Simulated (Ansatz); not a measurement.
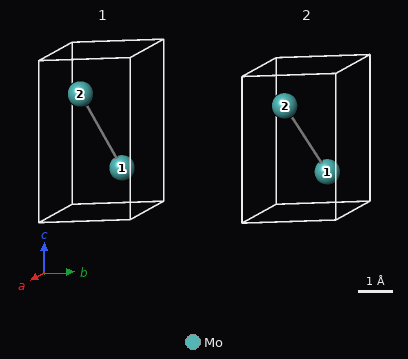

Two geometries of crystalline Mo (a generated structure, set up in P6_3/mmc) (coarse preliminary run), drawn at one scale. One is the start of a relaxation, the other its converged end. Style: ball-and-stick. Shown: the cell of the calculation, slightly off an axis.

The calculation used DFT PBE, scalar-relativistic, plane waves, PAW (Ansatz). (plane-wave cutoff 420 eV; k-point mesh 12 × 12 × 4; occupations gaussian; smearing width 0.1 eV; no spin polarisation; cell and atoms relaxed; force threshold 0.05 eV/Å; at most 60 steps)

> Which of the two is the end point?

Structure 1 is the relaxed one. Case: Ru → Mo on all its sites, cell and atoms relaxed. No atom moves by more than 0.005 Å relative to the cell. Cell: a = b 2.821 → 2.748 Å (−2.6 %), c 4.457 → 4.926 Å (+10.5 %). Volume +4.9 %. Some distances before and after: Mo1–Mo2 2.760 → 2.930 Å, Mo1–Mo1 2.821 → 2.748 Å. The space group stays P6_3/mmc (No. 194). The energy falls by 0.135 eV per cell of the calculation in 7 accepted moves (9 points after the start). All forces vanish by symmetry, so only the cell relaxes. The pressure goes from 10.15 to 0.03 GPa. The line search rejected the trial step at point 1 of the run. At 1 point the geometry stayed and the basis and grid were re-selected for the new cell (energy shift of 0.9 meV per cell of the calculation at most each time).
